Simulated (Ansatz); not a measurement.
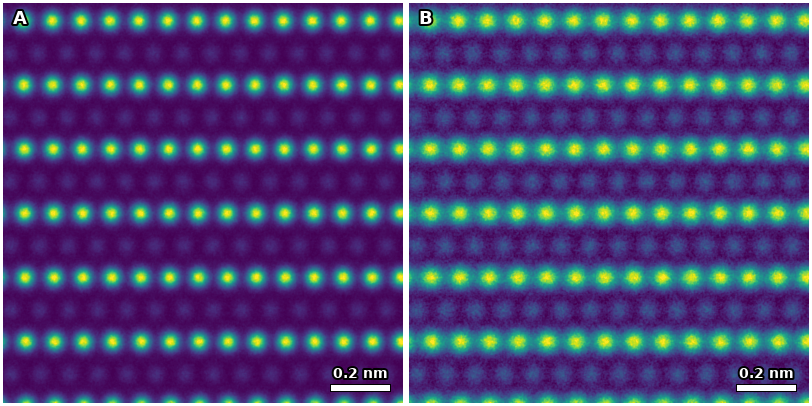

Two simulated images of the same area of CoO (R3m, No. 160) along [201], with a probe of 0.50 Å. One is incoherent Z contrast (Z^1.7 per atom), the other the projected potential of neutral atoms blurred by the probe (iDPC-like, thin sample). Brightness is counted from the darkest point of the image. Shot noise was added. Structure: a calculation's starting geometry.

> Which panel is which, and how can one tell?

A is the Z-contrast image and B the potential image. The columns of 1 O per repeat reach about 11 % of the brightest peak (1 Co) in A but about 24 % in B, mainly since the potential grows much more slowly with atomic number.
